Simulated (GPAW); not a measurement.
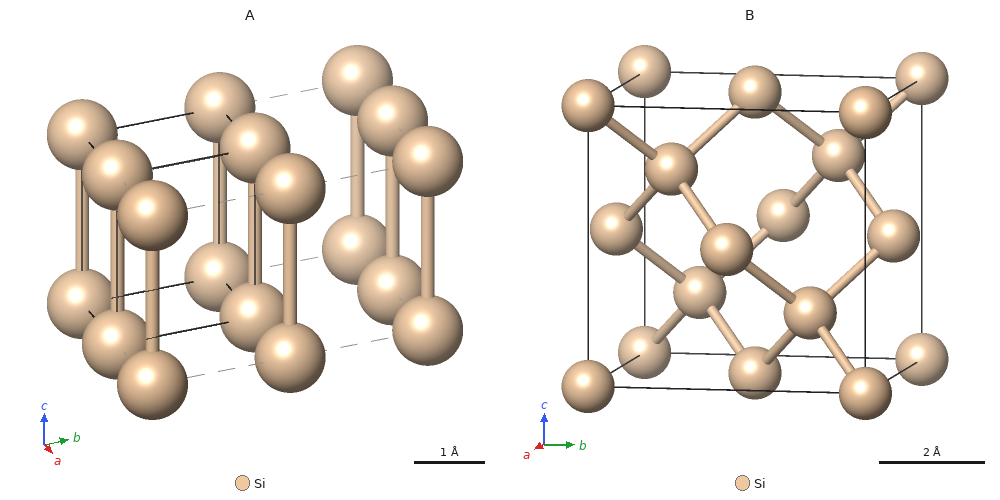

Two structures of Si, each relaxed (cell and atoms) at zero pressure; conventional cells in solid outline, small ones repeated, each panel with its own scale. Alike in all runs: GPAW 26.7.0; functional BLYP; dispersion D3(BJ); potentials PAW data sets generated in the run's folder for this functional; cutoff 600 eV; occupations fermi-dirac, width 0.05 eV; no spin polarisation; no spin-orbit coupling. The k meshes have like spacings.

Name the structure in each panel.

Answer. A: simple hexagonal, P6/mmm; B: diamond, Fd-3m.

Rank them by energy, lowest first.

Answer. B, then A (+424 meV/atom), static energies at zero smearing.

Could pressure favour another of these structures?

Answer. A is denser (14.7 against 19.9 Å³/atom), so pressure favours it. Setting PΔV equal to ΔE at fixed volumes gives a first estimate of 13 GPa for the crossing; compression of both forms, other phases and heat would move it.

Collect the results in a table.

Answer.
| panel | space group | E − E(lowest) (meV/atom) | volume (Å³/atom) | gap (eV) |
| --- | --- | --- | --- | --- |
| B | Fd-3m | 0 | 19.9 | 0.82 |
| A | P6/mmm | 424 | 14.7 | metal |

The starts are database entries or structure types tried for this composition, and the most stable form need not be among them. Gaps are the least found on the k-mesh, which misses some points of high symmetry; where the band edges lie there, the true gap is smaller, at times by an eV.

Caveat: later steps reuse the first step's grids; semilocal functionals give gaps below the measured ones.
